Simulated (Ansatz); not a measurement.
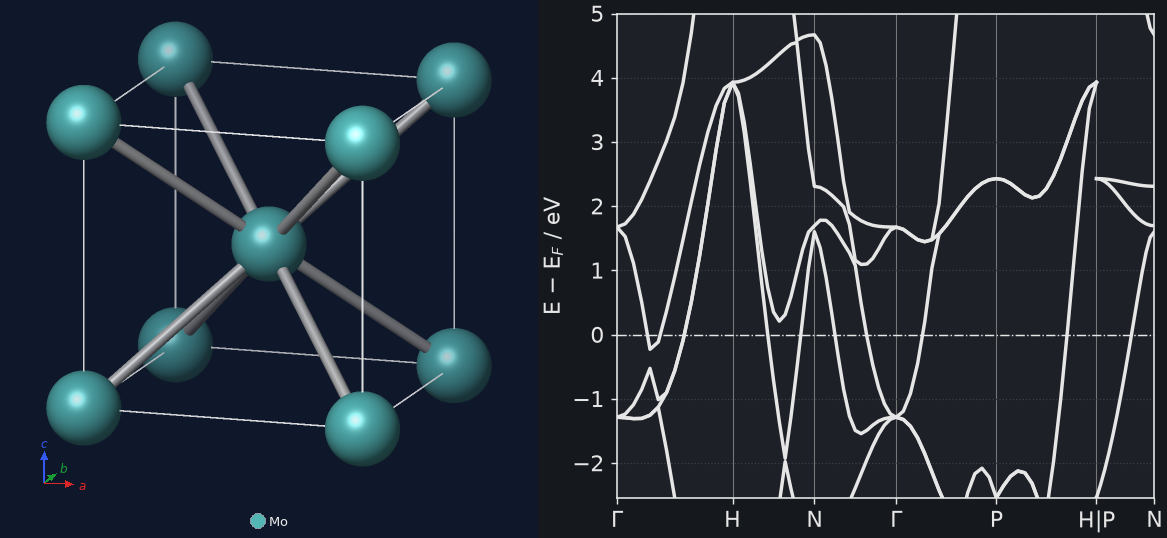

Band structure, beside the structure. Energies are counted from the Fermi level.

Calculation on bcc Mo, space group Im-3m (No. 229), 1 atom in the primitive cell; cubic a = 3.168 Å.

Ansatz 0.2.0; PBE, Ansatz PAW, no spin polarisation, no spin-orbit coupling, 12×12×12 k mesh, 420 eV cutoff, Fermi-Dirac smearing of 0.05 eV.

Metal, semiconductor or insulator?

A metal: bands cross the Fermi level along this path.

Which levels at Γ lie nearest to the Fermi level?

At Γ the nearest levels lie 1.29 eV below and 1.67 eV above the Fermi level.

Bands are joined in order of energy, so crossings between the computed points show as kinks or gaps.
